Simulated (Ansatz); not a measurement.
## Band-structure calculation, with input and output: MgO2 (part 1 of 2)

The run: band-structure calculation of MgO2 (Pa-3, 12 atoms in the cell). Method and program: DFT, HSE06, plane waves, PAW, no spin polarisation (Ansatz 0.2.0).

The structure derives from a Materials Project entry. The geometry comes from this level: r2SCAN. Figures and captions count atoms from 1; the log counts them from 0 in places.

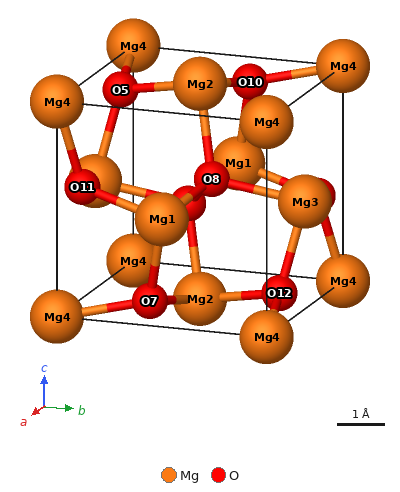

*The input geometry (ball-and-stick view of the cell of the calculation, seen slightly off an axis; atoms are numbered from 1 in the order of the input).*

Near neighbours in the crystal (not all of them lie inside the picture): Mg has 6 O at 2.08 Å; O has 3 Mg at 2.08 Å and 1 O at 1.49 Å.

The input:
```yaml
crystal:
  lattice:
    - [4.833988168, 0.0, 0.0]
    - [0.0, 4.833988168, 0.0]
    - [0.0, 0.0, 4.833988168]
  atoms:
    - { symbol: Mg, position: [0.0, 0.5, 0.5] }
    - { symbol: Mg, position: [0.5, 0.5, 0.0] }
    - { symbol: Mg, position: [0.5, 0.0, 0.5] }
    - { symbol: Mg, position: [0.0, 0.0, 0.0] }
    - { symbol: O, position: [0.4111601936, 0.0888398064, 0.9111601936] }
    - { symbol: O, position: [0.0888398064, 0.9111601936, 0.4111601936] }
    - { symbol: O, position: [0.9111601936, 0.4111601936, 0.0888398064] }
    - { symbol: O, position: [0.5888398064, 0.5888398064, 0.5888398064] }
    - { symbol: O, position: [0.4111601936, 0.4111601936, 0.4111601936] }
    - { symbol: O, position: [0.0888398064, 0.5888398064, 0.9111601936] }
    - { symbol: O, position: [0.9111601936, 0.0888398064, 0.5888398064] }
    - { symbol: O, position: [0.5888398064, 0.9111601936, 0.0888398064] }
kpoints:
  mp_grid: { grid: [4, 4, 4] }
  band_path:
    path:
      - [0.0, 0.0, 0.0]
      - [0.0, 0.5, 0.0]
      - [0.5, 0.5, 0.0]
      - [0.5, 0.5, 0.5]
      - [0.5, 0.0, 0.0]
      - [-0.020833, 0.0, 0.0]
      - [0.229167, 0.234375, 0.234375]
      - [0.0, 0.4, 0.0]
    npoints: 1
hamiltonian:
  xc: hse06
scf:
  occupations: { method: fixed }
  n_extra_bands: 7
output:
  forces: true
  stress: true
  eigenvalues: true
  write_density: true
  write_potential: true
  elf: true
  volumetric_format: npy
```

Hardware: 4 threads of Intel Xeon @ 2.50GHz (Skylake/Cascade Lake), 189 GiB of memory available, shared host.

Run as:
```bash
ansatz run input.yaml --threads 4 --pin off --max-ram 7372MiB --backend cpu --events-out ev --progress --plain --runs-dir out
```

The program's output:
```
Warning: output.stress: scf.convergence.dr2_threshold = 1e-7 eV (the SCF's general default) is looser than the 1.2e-9 eV advised for a printed stress (1e-10 eV for each atom of the cell: 12). What an SCF threshold leaves in a stress goes as its square root, and in the free energy as the threshold itself, and one threshold admits the most on a small cell: of the crystals measured, under no hybrid functional and no lock of the moments, on runs that ended without the residual-converged pass, on stresses that held no estimate of that error, the worst erred by over 100 MPa in a component at 1e-7 eV an atom and by under 5 at 1e-10. Set scf.convergence.dr2_threshold to 1.2e-9 eV or tighter. The threshold is an SCF's pass mark: one that does not reach it within its budget of iterations ends unconverged, or closes short of it on a stop that the run arms, and scf.convergence.dr2_threshold's page says what that costs each kind of run
Warning: output.stress: scf.exx.energy_threshold = 1e-6 eV is looser than the 1.2e-7 eV advised for a stress under a hybrid functional (1e-8 eV for each atom of the cell: 12). Every SCF of the exchange loop can meet its threshold on dr2 while the loop round them stops early: no threshold on dr2 bounds what that leaves in the stress. Set scf.exx.energy_threshold to 1.2e-7 eV or tighter. The threshold is the loop's pass mark: a loop that does not reach it within its budget of cycles ends unconverged, and scf.exx.energy_threshold's page has the law
scf.n_extra_bands = 7 over 44 filled bands (N_el = 88.0): the run solves 51 bands
Engine: ansatz 0.2.0, x86_64-unknown-linux-gnu
Pseudopotentials: kind: paw
Pseudopotential: Mg, paw, valence charge 10, recommended cutoff 420 eV (normal), Mg.paw.azcp
Pseudopotential: O, paw, valence charge 6, recommended cutoff 420 eV (normal), O.paw.azcp
Functional definition: HSE06
  parameter a = 0.25
  parameter omega = 0.11/bohr
  exchange = pbe_x - a*pbe_x_sr(omega) + a*exact_x_sr(omega)
  correlation = pbe_c
davidson cushion auto → on  (no smearing: the cushion is to keep the highest requested band from converging to the state above it; pin scf.eigensolver.cushion to override)
Crystal: 12 atoms, lattice volume = 112.958 Å³
Basis set: ecut = 420 eV, 2205 PW (Γ), exchange–correlation on 72×72×72 points (8 copies of the dense FFT grid, shifted against one another)
Bands: 51, of which v1, the nominal top of the filled ones, is band 44 counted from 1 (43 counted from 0)
Symmetry: 24 space group operations
Space group: Pa-3 (ITA 205), of the structure as read, at distance tolerance 4.8e-5 Å
k-points: 11 of 64
Non-local potential: Mg, projectors of the file, l = 0: 3, l = 1: 2, l = 2: 1
Non-local potential: O, projectors of the file, l = 0: 2, l = 1: 2, l = 2: 1
PAW form: soft (Blöchl's): semilocal exchange-correlation on the pseudo side does not see the compensation charge
PAW frozen core: Mg, regenerated for the run's functional, and the local potential with it (the file was generated under x = pbe(κ = 0.804, μ = 0.2195149727645171), c = pbe(β = 0.06672455060314922))
PAW frozen core: O, regenerated for the run's functional, and the local potential with it (the file was generated under x = pbe(κ = 0.804, μ = 0.2195149727645171), c = pbe(β = 0.06672455060314922))
PAW one-centre angular grid: Mg, 110 points (default); XC on 96 Gauss nodes
PAW one-centre angular grid: O, 110 points (default); XC on 96 Gauss nodes
Initial density: superposition of atomic densities (neutral atoms: chi_scale 0, normalization atom), corrected by the library's trained network
Initial wavefunctions: pseudopotential atomic-orbital guess
Functional: x = pbe(κ = 0.804, μ = 0.2195149727645171), c = pbe(β = 0.06672455060314922), warm-up for x = pbe(κ = 0.804, μ = 0.2195149727645171) + 0.25 (exact − pbe) at short range (hse, ω = 0.20786987370883472 Å⁻¹), c = pbe(β = 0.06672455060314922); HSE06 as pw.x's `hse` composes it (authors' and Libxc's form: `xc: wpbeh`)
SCF iter   1: F=—  HF=-12235.023419 eV  |F-HF|=—  |Δ(HF+E_count)|=         —  Δρ=5.54e-3  dr2=2.22e-2  ethr=1.77e-3  ⟨swp⟩=7.5  Hψ=2398  notcnv=0
preconditioner: auto → none  [insulator: Δε(μ)=4.023 eV  Ē_g=13.840 eV  n_scr=32 (ndim 8)  ℏωp=26.1 eV  f_vac=0.000]
iter 2 solved again at ethr=2.38e-6 eV; its pass at ethr=2.52e-5 eV (dr2=2.09e-3 eV) is discarded
SCF iter   2: F=—  HF=-12235.024102 eV  |F-HF|=—  |Δ(HF+E_count)|=   6.83e-4  Δρ=2.19e-3  dr2=2.10e-3  ethr=2.38e-6  ⟨swp⟩=2.7  Hψ=2866  notcnv=0
SCF iter   3: F=-12235.025656 eV  HF=-12235.025008 eV  |F-HF|=6.48e-4  |Δ(HF+E_count)|=   9.06e-4  Δρ=9.68e-4  dr2=4.04e-4  ethr=2.38e-6  ⟨swp⟩=3.0  Hψ=1503  notcnv=0
SCF 1 stopped early in 3 iterations: F = -12235.025656 eV  dr2 = 4.04e-4
  greatest PAW one-centre occupation: 1.000 electrons in one spin orbital (limit 2), on the Mg atom at site 3 (counted from 0), in its partial waves of l = 0
Initial density: handed on by an earlier stage of this run
Initial wavefunctions: those handed on with the density
Functional: x = pbe(κ = 0.804, μ = 0.2195149727645171) + 0.25 (exact − pbe) at short range (hse, ω = 0.20786987370883472 Å⁻¹), c = pbe(β = 0.06672455060314922); HSE06 as pw.x's `hse` composes it (authors' and Libxc's form: `xc: wpbeh`)
Exchange kernel: α = 0.2500, screened, ω = 0.2079 Å⁻¹, Wigner–Seitz truncation, v(0) = 1044.6496 eV·Å³, q-mesh 4×4×4, nearest image of the exchange supercell L = 19.34 Å, pair-density grid 24×24×24, without the augmentation charges, whose exchange is taken in its separable form by FFT convolution over the k-point mesh (sized by the pseudopotential files, 36×36×36 at the most), smooth part of the exact exchange by density-matrix convolution
Frozen-core exchange: fock
SCF iter   1: F=—  HF=-12234.370620 eV  |F-HF|=—  |Δ(HF+E_count)|=         —  Δρ=9.07e-3  dr2=3.02e-2  ethr=4.59e-6  ⟨swp⟩=7.1  Hψ=2679  notcnv=0
preconditioner: auto → none  [insulator: Δε(μ)=6.325 eV  Ē_g=16.602 eV  n_scr=32 (ndim 8)  ℏωp=26.1 eV  f_vac=0.000]
SCF iter   2: F=—  HF=-12234.359791 eV  |F-HF|=—  |Δ(HF+E_count)|=   1.08e-2  Δρ=3.93e-3  dr2=8.53e-3  ethr=4.59e-6  ⟨swp⟩=3.0  Hψ=1739  notcnv=0
SCF iter   3: F=—  HF=-12234.357806 eV  |F-HF|=—  |Δ(HF+E_count)|=   1.98e-3  Δρ=4.92e-4  dr2=2.03e-3  ethr=4.59e-6  ⟨swp⟩=2.3  Hψ=1247  notcnv=0
SCF iter   4: F=—  HF=-12234.383116 eV  |F-HF|=—  |Δ(HF+E_count)|=   2.53e-2  Δρ=9.30e-4  dr2=5.73e-4  ethr=1.46e-7  ⟨swp⟩=5.0  Hψ=2417  notcnv=0
SCF iter   5: F=—  HF=-12234.382952 eV  |F-HF|=—  |Δ(HF+E_count)|=   1.63e-4  Δρ=1.24e-4  dr2=4.46e-5  ethr=1.46e-7  ⟨swp⟩=3.3  Hψ=1809  notcnv=0
SCF iter   6: F=—  HF=-12234.383272 eV  |F-HF|=—  |Δ(HF+E_count)|=   3.20e-4  Δρ=1.51e-4  dr2=1.97e-5  ethr=1.46e-8  ⟨swp⟩=4.7  Hψ=1866  notcnv=0
SCF iter   7: F=-12234.383268 eV  HF=-12234.383266 eV  |F-HF|=1.83e-6  |Δ(HF+E_count)|=   5.33e-6  Δρ=1.20e-5  dr2=7.04e-7  ethr=1.46e-8  ⟨swp⟩=3.0  Hψ=1598  notcnv=0
SCF 2 stopped early in 7 iterations: F = -12234.383268 eV  dr2 = 7.04e-7
  Residual-converged pass: ⟨swp⟩=3.0  Hψ=1640  notcnv=0  max |occ|·‖R‖ = 6.6e-6 eV (tolerance 6.7e-6 eV)  dr2=7.03e-7  dr2_onsite=4.40e-8  max |Δocc| = 0.0e0
hybrid outer 1: dexx = +2.850e-2 eV, tail = 2.01e-4 eV
Exchange kernel: α = 0.2500, screened, ω = 0.2079 Å⁻¹, Wigner–Seitz truncation, v(0) = 1044.6496 eV·Å³, q-mesh 4×4×4, nearest image of the exchange supercell L = 19.34 Å, pair-density grid 24×24×24, without the augmentation charges, whose exchange is taken in its separable form by FFT convolution over the k-point mesh (sized by the pseudopotential files, 36×36×36 at the most), smooth part of the exact exchange by density-matrix convolution
Frozen-core exchange: fock
SCF iter   1: F=—  HF=-12234.383454 eV  |F-HF|=—  |Δ(HF+E_count)|=         —  Δρ=7.32e-5  dr2=2.57e-6  ethr=1.14e-6  ⟨swp⟩=3.0  Hψ=1297  notcnv=0
preconditioner: auto → none  [insulator: Δε(μ)=6.364 eV  Ē_g=16.622 eV  n_scr=32 (ndim 8)  ℏωp=26.1 eV  f_vac=0.000]
SCF iter   2: F=—  HF=-12234.383457 eV  |F-HF|=—  |Δ(HF+E_count)|=   3.24e-6  Δρ=3.49e-5  dr2=5.13e-7  ethr=2.71e-9  ⟨swp⟩=4.5  Hψ=2100  notcnv=0
SCF iter   3: F=—  HF=-12234.383457 eV  |F-HF|=—  |Δ(HF+E_count)|=   4.11e-8  Δρ=1.27e-5  dr2=4.95e-8  ethr=5.16e-10  ⟨swp⟩=3.0  Hψ=1475  notcnv=0
SCF iter   4: F=-12234.383457 eV  HF=-12234.383457 eV  |F-HF|=1.18e-9  |Δ(HF+E_count)|=   1.84e-7  Δρ=2.55e-6  dr2=3.03e-9  ethr=4.62e-11  ⟨swp⟩=4.7  Hψ=1808  notcnv=0  defer=2
SCF 3 converged in 4 iterations: F = -12234.383457 eV  dr2 = 3.03e-9
  Residual-converged pass: ⟨swp⟩=3.0  Hψ=1329  notcnv=0  max |occ|·‖R‖ = 1.0e-6 eV (tolerance 1.1e-6 eV)  dr2=3.05e-9  dr2_onsite=1.35e-9  max |Δocc| = 0.0e0
hybrid outer 2: dexx = +1.697e-6 eV, tail = 8.90e-8 eV, Δε = 3.07e-3 eV (about 1.01e-4 eV left of the loop's levels), ΔF = 7.41e-3 eV/Å (tail 1.12e-3)
Exchange kernel: α = 0.2500, screened, ω = 0.2079 Å⁻¹, Wigner–Seitz truncation, v(0) = 1044.6496 eV·Å³, q-mesh 4×4×4, nearest image of the exchange supercell L = 19.34 Å, pair-density grid 24×24×24, without the augmentation charges, whose exchange is taken in its separable form by FFT convolution over the k-point mesh (sized by the pseudopotential files, 36×36×36 at the most), smooth part of the exact exchange by density-matrix convolution
Frozen-core exchange: fock
SCF iter   1: F=—  HF=-12234.383458 eV  |F-HF|=—  |Δ(HF+E_count)|=         —  Δρ=3.87e-6  dr2=5.18e-9  ethr=5.06e-10  ⟨swp⟩=3.9  Hψ=1317  notcnv=0
SCF iter   2: F=-12234.383458 eV  HF=-12234.383458 eV  |F-HF|=1.82e-11  |Δ(HF+E_count)|=   1.47e-9  Δρ=1.18e-6  dr2=3.05e-10  ethr=5.80e-12  ⟨swp⟩=3.6  Hψ=1764  notcnv=0
SCF 4 converged in 2 iterations: F = -12234.383458 eV  dr2 = 3.05e-10
  Residual-converged pass: ⟨swp⟩=2.0  Hψ=1092  notcnv=0  max |occ|·‖R‖ = 1.5e-6 eV (tolerance 2.2e-6 eV)  dr2=3.05e-10  dr2_onsite=5.88e-11  max |Δocc| = 0.0e0
```

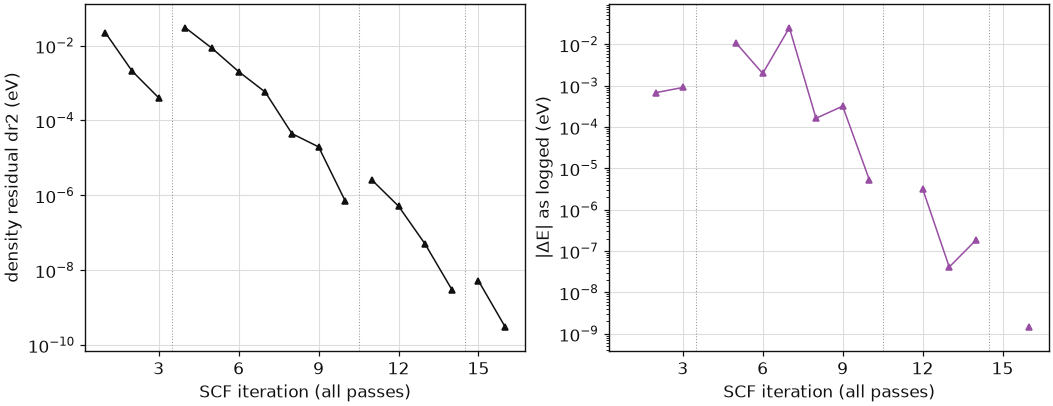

*Convergence of the self-consistent field: density residual dr2 and size of the energy change against the SCF iteration. The run starts with a semilocal functional; after that each stretch between dotted lines is one SCF of the hybrid functional between two exact rebuilds of the exchange operator by the outer loop. Early passes are stopped at a loose threshold.*

The passes take 3, 7, 4 and 2 iterations.

```
hybrid outer 3: dexx = +1.091e-9 eV, tail = 7.56e-10 eV, Δε = 8.72e-5 eV (about 1.38e-5 eV left of the loop's levels), ΔF = 1.73e-5 eV/Å (tail 7.08e-5)
NSCF: frozen V_eff on 8 k-points
hybrid SCF converged: 3 outer / 13 inner (+3 warm-up), last move |dexx| = 1.09e-9 eV, tail = 7.56e-10 eV
Stability not checked: this state was not tested for a lower state beside it, because the functional holds exact exchange (a hybrid, or Hartree-Fock), whose exchange loop this test does not read (fock_operator; see scf.lower_state_search)
Free energy (F): -12234.383458 eV
Frozen-core exchange: fock
Harris-Foulkes:  -12234.383458 eV  (|F-HF|=1.82e-11)
Internal energy: -12234.383458 eV  (E = F + TS)
E sigma→0 (E₀):  -12234.383458 eV
Fermi energy:    5.637334 eV
--- Per-component energies (eV) ---
  E_band       = -1553.737406
  E_kinetic    = 1719.548512
  E_local      = -8037.128274  (includes V_loc(G=0)·N_el)
  E_nonlocal   = 755.526992
  E_hartree    = 2774.218581
  E_xc         = -571.061515
  E_vxc        = -723.604238  (∫ρ·V_xc dr)
  E_exx        = -361.129579  (= α·E_x^exact, valence–valence)
  E_paw        = -2206.964941  (= ΣΔE_a)
  E_vpaw       = -94.277991  (= ΣTr[D̂ρ^β])
  E_aug_tail   = 0.019623  (compensation charges beyond the density's cutoff)
  E_ewald      = -6307.060054
  E_core_change = -0.352803  (= ΣΔE_core)
  E_smearing   = -0.000000  (= −TS)
  E_closure    = -0.000000  (closes the sum)
  Σ components = -12234.383458   (vs F -12234.383458, Δ=1.82e-12)
--- Forces (eV/Å), atoms counted from 1 ---
  atom   1  Mg     0.00000000    -0.00000000    -0.00000000
  atom   2  Mg     0.00000000     0.00000000     0.00000000
  atom   3  Mg     0.00000000    -0.00000000     0.00000000
  atom   4  Mg     0.00000000    -0.00000000     0.00000000
  atom   5  O      0.42639663    -0.42639663     0.42639663
  atom   6  O     -0.42639663     0.42639663     0.42639663
  atom   7  O      0.42639663     0.42639663    -0.42639663
  atom   8  O     -0.42639663    -0.42639663    -0.42639663
  atom   9  O      0.42639663     0.42639663     0.42639663
  atom  10  O     -0.42639663    -0.42639663     0.42639663
  atom  11  O      0.42639663    -0.42639663    -0.42639663
  atom  12  O     -0.42639663     0.42639663    -0.42639663
  max |Σ_I F_I| component: 2.22e-16 eV/Å
--- Stress (GPa, compression-positive) ---
       -1.293267       0.000000       0.000000
        0.000000      -1.293267       0.000000
        0.000000       0.000000      -1.293267
  P = ⅓ Tr σ = -1.2933 GPa (-12.933 kbar)
--- Band table (eV; the first three rows and the last of 11) ---
```
